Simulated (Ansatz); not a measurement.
**Single-point calculation of C13H4Si12 (part 1 of 2)**

System: C13H4Si12 (slab, 29 atoms in the cell).
Method: DFT PBE+D3(BJ), scalar-relativistic, plane waves, PAW, no spin polarisation (Ansatz 0.2.0).

The structure derives from an entry of the Crystallography Open Database. It belongs to a series of runs on one base structure; here: the whole at its places in the relaxed adsorbed structure. Figures and captions count atoms from 1; the log counts them from 0 in places.

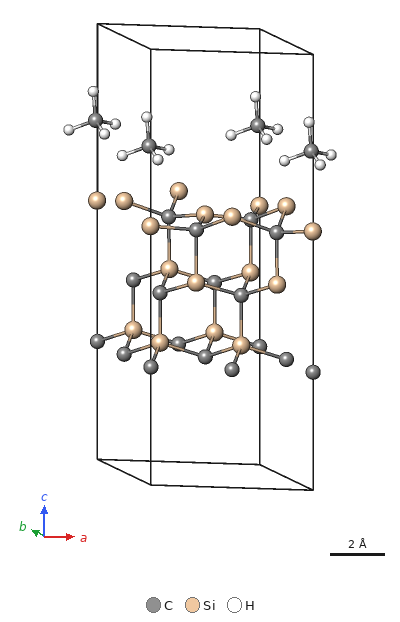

Figure 1. The structure (ball-and-stick view of the cell of the calculation, with the vacuum cut short, seen slightly off an axis).

Key numbers:

```json
{"quantity": "outcome", "value": "converged"}
{"quantity": "electrons treated", "value": "104"}
{"quantity": "free energy", "value": "−10951.5751 eV"}
{"quantity": "work function, top face", "value": "3.87 eV"}
{"quantity": "work function, bottom face", "value": "6.70 eV"}
{"quantity": "Fermi energy", "value": "−0.237 eV"}
{"quantity": "gap on the k-point mesh", "value": "none (metallic)"}
{"quantity": "work function (upper face)", "value": "3.87 eV"}
{"quantity": "largest force (length of the vector)", "value": "3.175 eV/Å"}
{"quantity": "hardware", "value": "2 threads of Arm Neoverse V1, 24 GiB of memory available, shared host"}
{"quantity": "wall time", "value": "28 s (CPU time 55 s)"}
{"quantity": "peak memory", "value": "1.2 GiB"}
```

Input file:
```yaml
crystal:
  lattice:
    - [6.1499993378, 0.0, 0.0]
    - [-3.0749996689, 5.3260556598, 0.0]
    - [0.0, 0.0, 25.424235111]
  atoms:
    - { symbol: C, position: [0.5, 0.0, 0.3146604004] }
    - { symbol: C, position: [0.5, 0.5, 0.3146604004] }
    - { symbol: C, position: [0.0, 0.0, 0.3146604004] }
    - { symbol: C, position: [0.0, 0.5, 0.3146604004] }
    - { symbol: Si, position: [0.1666666667, 0.8333333333, 0.3393487215] }
    - { symbol: Si, position: [0.1666666667, 0.3333333333, 0.3393487215] }
    - { symbol: Si, position: [0.6666666667, 0.8333333333, 0.3393487215] }
    - { symbol: Si, position: [0.6666666667, 0.3333333333, 0.3393487215] }
    - { symbol: C, position: [0.6666666667, 0.8333333333, 0.4134136846] }
    - { symbol: C, position: [0.6666666667, 0.3333333333, 0.4134136846] }
    - { symbol: C, position: [0.1666666667, 0.8333333333, 0.4134136846] }
    - { symbol: C, position: [0.1666666667, 0.3333333333, 0.4134136846] }
    - { symbol: Si, position: [0.3332611804, 0.6667182785, 0.4371223013] }
    - { symbol: Si, position: [0.3337979965, 0.1665732522, 0.4360667778] }
    - { symbol: Si, position: [0.8334776929, 0.6662141723, 0.4360874787] }
    - { symbol: Si, position: [0.8330495605, 0.166992257, 0.4369165153] }
    - { symbol: C, position: [0.8354641765, 0.6650254495, 0.5142713547] }
    - { symbol: C, position: [0.8310559916, 0.1692974066, 0.5139711843] }
    - { symbol: C, position: [0.3305024635, 0.6692149395, 0.514542179] }
    - { symbol: C, position: [0.3351882225, 0.1650052433, 0.5144406622] }
    - { symbol: Si, position: [0.4985127248, 0.5020982893, 0.5255767301] }
    - { symbol: Si, position: [0.5014112992, 6.19039e-05, 0.5413821446] }
    - { symbol: Si, position: [-0.0001512704, 0.4987955764, 0.541871694] }
    - { symbol: Si, position: [-0.0017611268, 0.001821795, 0.5234213985] }
    - { symbol: C, position: [0.9880214373, 0.9994410191, 0.6424399524] }
    - { symbol: H, position: [0.9712248126, 0.9896373598, 0.6854489686] }
    - { symbol: H, position: [0.8279336013, 1.0118860349, 0.6264823] }
    - { symbol: H, position: [1.1657643293, 1.1674503582, 0.631806341] }
    - { symbol: H, position: [0.9872253998, 0.8296144357, 0.6284951898] }
basis:
  ecutwfc: 420
kpoints:
  mp_grid: { grid: [3, 3, 1] }
hamiltonian:
  xc: pbe
  dispersion: d3bj
scf:
  occupations: { method: gaussian, width: 0.05 }
output:
  forces: true
  eigenvalues: true
  write_density: true
  volumetric_format: npy
efield:
  axis: 3
  dipole_correction: true
  ramp_width: 0.04
```

Command:
```bash
ansatz run input.yaml --threads 2 --pin off --max-ram 5120MiB --backend cpu --events-out ev --progress --plain --runs-dir out
```

Output:
```
Engine: ansatz 0.2.0, aarch64-unknown-linux-gnu
Pseudopotentials: kind: paw
Pseudopotential: C, paw, valence charge 4, recommended cutoff 420 eV (normal), C.paw.azcp
Pseudopotential: Si, paw, valence charge 4, recommended cutoff 420 eV (normal), Si.paw.azcp
Pseudopotential: H, paw, valence charge 1, recommended cutoff 420 eV (normal), H.paw.azcp
Functional definition: PBE
  parameter kappa = 0.804
  parameter beta = 0.06672455060314922
  exchange = pbe_x(kappa = kappa, mu = beta*pi^2/3)
  correlation = pbe_c(beta = beta)
Crystal: 29 atoms, lattice volume = 832.777 Å³
Basis set: ecut = 420 eV, 16315 PW (Γ), exchange–correlation on 90×90×360 points (8 copies of the dense FFT grid, shifted against one another)
Bands: 81, of which v1, the nominal top of the filled ones, is band 52 counted from 1 (51 counted from 0)
Symmetry: 1 space group operations
Space group: P1 (ITA 1), of the structure as read, at distance tolerance 9.4e-5 Å
k-points: 5 of 9 (time reversal used)
Non-local potential: C, projectors of the file, l = 0: 2, l = 1: 2, l = 2: 1
Non-local potential: Si, projectors of the file, l = 0: 2, l = 1: 2, l = 2: 2
Non-local potential: H, projectors of the file, l = 0: 2, l = 1: 1
PAW form: soft (Blöchl's): semilocal exchange-correlation on the pseudo side does not see the compensation charge
PAW one-centre angular grid: C, 110 points (default); XC on 64 Gauss nodes
PAW one-centre angular grid: Si, 110 points (default); XC on 64 Gauss nodes
PAW one-centre angular grid: H, 110 points (default); XC on 64 Gauss nodes
Initial density: superposition of atomic densities (neutral atoms: chi_scale 0, normalization atom), corrected by the library's trained network
Initial wavefunctions: pseudopotential atomic-orbital guess
Functional: x = pbe(κ = 0.804, μ = 0.2195149727645171), c = pbe(β = 0.06672455060314922)
SCF iter   1: F=—  HF=-10951.742596 eV  |F-HF|=—  |Δ(HF+E_count)|=         —  Δρ=7.94e-3  dr2=8.13e0  ethr=1.77e-3  p=0.632 e·Å  D=1.37e-1 V/Å  ΔV_dip=-3.49 eV  dr2_dipole=3.26e0  V_vac-E_F(+/−)=3.90/7.40 eV  ⟨swp⟩=8.0  Hψ=2343  notcnv=0  defer=72
efield: sawtooth ramp at fractional position 0.9801 (placed from the atoms, in the widest stretch of the axis that holds none; the zero of the levels goes with the place), width 0.0400; the density the first Hamiltonian is built on has a dipole p = 0.632 e·Å; the dipole correction subtracts the counter field D = 1.37e-1 V/Å, which shifts the + side's vacuum level by -3.49 eV against the − side's; the planar-averaged density in the ramp window peaks in size at 4.6e-5 e/Å³
preconditioner: auto → LDOS  [insulator: Δε(μ)=0.060 eV  Ē_g=10.982 eV  σ=0.050 eV  W_gap=0.59  n_scr=92 (ndim 8)  ℏωp=13.1 eV  f_vac=0.583  D(μ)=14.12/eV (n_scr^D=80)  ε∞_Penn≈2.4  β→1.0]
SCF iter   2: F=—  HF=-10952.203628 eV  |F-HF|=—  |Δ(HF+E_count)|=   4.61e-1  Δρ=1.64e-2  dr2=3.56e1  ethr=1.77e-3  p=0.438 e·Å  D=9.51e-2 V/Å  ΔV_dip=-2.42 eV  dr2_dipole=1.36e1  V_vac-E_F(+/−)=4.42/6.84 eV  ⟨swp⟩=2.2  Hψ=502  notcnv=0  defer=108  recentre
SCF iter   3: F=—  HF=-10951.618369 eV  |F-HF|=—  |Δ(HF+E_count)|=   5.85e-1  Δρ=4.69e-3  dr2=2.71e0  ethr=1.77e-3  p=0.585 e·Å  D=1.27e-1 V/Å  ΔV_dip=-3.23 eV  dr2_dipole=1.08e0  V_vac-E_F(+/−)=3.88/7.12 eV  ⟨swp⟩=2.0  Hψ=377  notcnv=0  defer=108
SCF iter   4: F=—  HF=-10951.576039 eV  |F-HF|=—  |Δ(HF+E_count)|=   4.23e-2  Δρ=8.05e-4  dr2=2.67e-2  ethr=1.77e-3  p=0.528 e·Å  D=1.15e-1 V/Å  ΔV_dip=-2.92 eV  dr2_dipole=7.88e-3  V_vac-E_F(+/−)=3.89/6.81 eV  ⟨swp⟩=1.2  Hψ=473  notcnv=0  defer=86
SCF iter   5: F=—  HF=-10951.575114 eV  |F-HF|=—  |Δ(HF+E_count)|=   9.24e-4  Δρ=4.19e-4  dr2=3.61e-3  ethr=2.57e-5  p=0.519 e·Å  D=1.13e-1 V/Å  ΔV_dip=-2.87 eV  dr2_dipole=1.48e-4  V_vac-E_F(+/−)=3.88/6.75 eV  ⟨swp⟩=2.4  Hψ=519  notcnv=0  defer=107
SCF iter   6: F=—  HF=-10951.575165 eV  |F-HF|=—  |Δ(HF+E_count)|=   5.09e-5  Δρ=2.67e-4  dr2=3.83e-3  ethr=3.47e-6  p=0.518 e·Å  D=1.13e-1 V/Å  ΔV_dip=-2.86 eV  dr2_dipole=1.27e-3  V_vac-E_F(+/−)=3.87/6.73 eV  ⟨swp⟩=2.4  Hψ=540  notcnv=0  defer=107
SCF iter   7: F=—  HF=-10951.575096 eV  |F-HF|=—  |Δ(HF+E_count)|=   6.89e-5  Δρ=1.78e-4  dr2=1.92e-3  ethr=3.47e-6  p=0.516 e·Å  D=1.12e-1 V/Å  ΔV_dip=-2.85 eV  dr2_dipole=6.45e-4  V_vac-E_F(+/−)=3.87/6.72 eV  ⟨swp⟩=1.0  Hψ=298  notcnv=0  defer=107
SCF iter   8: F=—  HF=-10951.575055 eV  |F-HF|=—  |Δ(HF+E_count)|=   4.17e-5  Δρ=1.03e-4  dr2=4.74e-4  ethr=1.85e-6  p=0.514 e·Å  D=1.12e-1 V/Å  ΔV_dip=-2.84 eV  dr2_dipole=1.49e-4  V_vac-E_F(+/−)=3.87/6.71 eV  ⟨swp⟩=1.0  Hψ=298  notcnv=0  defer=107
SCF iter   9: F=—  HF=-10951.575053 eV  |F-HF|=—  |Δ(HF+E_count)|=   1.51e-6  Δρ=4.54e-5  dr2=5.04e-5  ethr=4.56e-7  p=0.513 e·Å  D=1.12e-1 V/Å  ΔV_dip=-2.83 eV  dr2_dipole=1.12e-5  V_vac-E_F(+/−)=3.87/6.71 eV  ⟨swp⟩=1.6  Hψ=303  notcnv=0  defer=107
SCF iter  10: F=—  HF=-10951.575104 eV  |F-HF|=—  |Δ(HF+E_count)|=   5.05e-5  Δρ=1.84e-5  dr2=3.68e-6  ethr=4.85e-8  p=0.513 e·Å  D=1.11e-1 V/Å  ΔV_dip=-2.83 eV  dr2_dipole=1.51e-7  V_vac-E_F(+/−)=3.87/6.70 eV  ⟨swp⟩=2.0  Hψ=482  notcnv=0  defer=107
SCF iter  11: F=—  HF=-10951.575106 eV  |F-HF|=—  |Δ(HF+E_count)|=   1.84e-6  Δρ=1.10e-5  dr2=1.63e-6  ethr=3.54e-9  p=0.513 e·Å  D=1.11e-1 V/Å  ΔV_dip=-2.83 eV  dr2_dipole=8.06e-10  V_vac-E_F(+/−)=3.87/6.71 eV  ⟨swp⟩=2.0  Hψ=509  notcnv=0  defer=107
SCF iter  12: F=—  HF=-10951.575106 eV  |F-HF|=—  |Δ(HF+E_count)|=   5.75e-7  Δρ=7.95e-6  dr2=1.43e-6  ethr=1.57e-9  p=0.513 e·Å  D=1.11e-1 V/Å  ΔV_dip=-2.83 eV  dr2_dipole=3.33e-7  V_vac-E_F(+/−)=3.87/6.71 eV  ⟨swp⟩=2.6  Hψ=516  notcnv=0  defer=107
SCF iter  13: F=—  HF=-10951.575107 eV  |F-HF|=—  |Δ(HF+E_count)|=   4.75e-7  Δρ=2.72e-6  dr2=1.97e-7  ethr=1.38e-9  p=0.513 e·Å  D=1.11e-1 V/Å  ΔV_dip=-2.83 eV  dr2_dipole=4.99e-8  V_vac-E_F(+/−)=3.87/6.71 eV  ⟨swp⟩=1.2  Hψ=299  notcnv=0  defer=107
SCF iter  14: F=-10951.575107 eV  HF=-10951.575107 eV  |F-HF|=9.74e-9  |Δ(HF+E_count)|=   1.26e-7  Δρ=1.29e-6  dr2=6.61e-8  ethr=9.62e-11  p=0.513 e·Å  D=1.11e-1 V/Å  ΔV_dip=-2.83 eV  dr2_dipole=1.78e-8  V_vac-E_F(+/−)=3.87/6.71 eV  ⟨swp⟩=31.0  Hψ=3639  notcnv=0
SCF 1 converged in 14 iterations: F = -10951.575107 eV  dr2 = 6.61e-8
  greatest PAW one-centre occupation: 0.666 electrons in one spin orbital (limit 2), on the C atom at site 1 (counted from 0), in its partial waves of l = 0
```

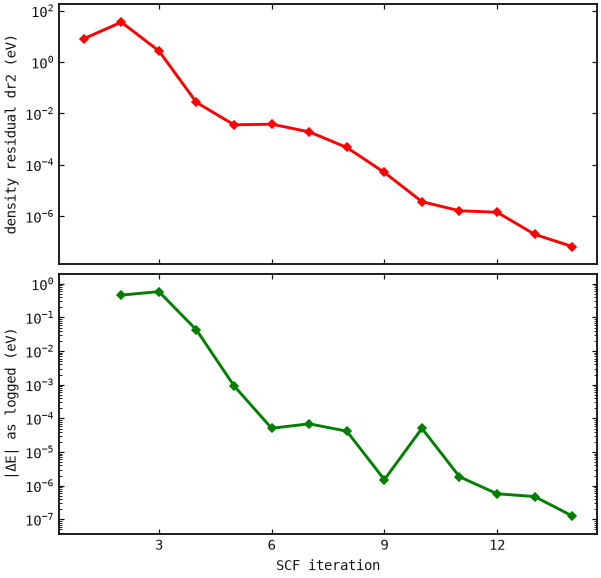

Figure 2. Convergence of the self-consistent field: density residual dr2 and size of the energy change against the SCF iteration. The residual comes down, with one marked jump up, by a factor of about 4, at step 2.

```
SCF converged after 14 iterations
Free energy (F): -10951.575107 eV
Harris-Foulkes:  -10951.575107 eV  (|F-HF|=9.74e-9)
Internal energy: -10951.561897 eV  (E = F + TS)
E sigma→0 (E₀):  -10951.568502 eV
Entropy (-TS):   -0.013210 eV (-0.456 meV/atom)
Fermi energy:    -0.237173 eV
Dipole field:    D = 0.111398 V/Å  (p = 0.512679 e·Å, saw-weighted, corrected)
Work function:   Φ+ = 3.8722 eV   Φ− = 6.7044 eV
Levels:          The Fermi level and band energies are counted from a zero that moves with the ramp; work functions are not
--- Per-component energies (eV) ---
  E_band       = -709.528809
  E_kinetic    = 1743.833044
  E_local      = -57310.739219  (includes V_loc(G=0)·N_el)
  E_nonlocal   = 662.302583
  E_hartree    = 27847.088564
  E_xc         = -1336.870056
  E_vxc        = -1399.969238  (∫ρ·V_xc dr)
  E_paw        = -7443.562129  (= ΣΔE_a)
  E_vpaw       = -116.324310  (= ΣTr[D̂ρ^β])
  E_aug_tail   = -0.005300  (compensation charges beyond the density's cutoff)
  E_efield     = 0.028556  (sawtooth field / dipole correction)
  E_vefield    = 17.170069  (∫n·V_field dr)
  E_ewald      = 24892.191473
  E_disp       = -5.829413  (pairwise vdW)
  E_smearing   = -0.013210  (= −TS)
  E_closure    = -0.000000  (closes the sum)
  Σ components = -10951.575107   (vs F -10951.575107, Δ=0.00e0)
```
